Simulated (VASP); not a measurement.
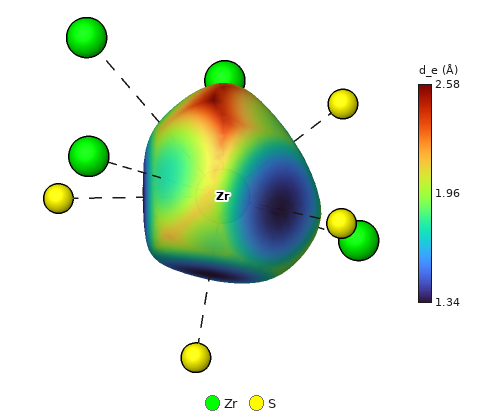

Hirshfeld surface computed for one Zr atom in Zr$_{3}$S$_{2}$ (R32, No. 155), coloured by d_e. Dashed lines lead to the closest neighbours outside.

The surface is where the fragment's share of the procrystal density (the sum of the densities of spherically averaged neutral Hartree-Fock atoms) equals one half. d_i and d_e are the distances from the surface to the nearest nucleus inside and outside. From Rb on the atoms have core potentials, so only their outer electrons count.

The cell is taken from a cell listed in the Materials Project, as set up for an electronic-structure calculation.

```
Zr S
1.0
     5.80508    0.00000    0.00000
    -2.90254    5.02734    0.00000
     0.00000    0.00000   10.46332
Zr S
9 6
Cartesian
  3.8857 0.0271 1.7439
  0.9832 1.6487 1.7439
  3.8387 3.3516 1.7439
  0.9832 1.7029 5.2317
  -1.9194 3.3244 5.2317
  3.8387 0.0000 5.2317
  -1.9194 3.3787 8.7194
  0.9832 5.0002 8.7194
  0.9362 1.6758 8.7194
  0.0000 3.3516 3.4706
  0.0000 3.3516 0.0172
  0.0000 0.0000 6.9583
  0.0000 0.0000 3.5050
  2.9025 1.6758 10.4461
  2.9025 1.6758 6.9927
```

### What is the shortest distance from the fragment to an atom outside it?

Zr–S, 2.61 Å.

### How is the surface shared among contacts (nearest atom inside ··· nearest atom outside)?

Zr···S 62 %, Zr···Zr 38 %. The surface faces 10 neighbours with more than 2 % of its area each: 6 Zr + 4 S.

### Give the size and shape of the surface.

It encloses about 15.6 Å³, has an area of about 31 Å² and a globularity of 0.97 (1 for a sphere).
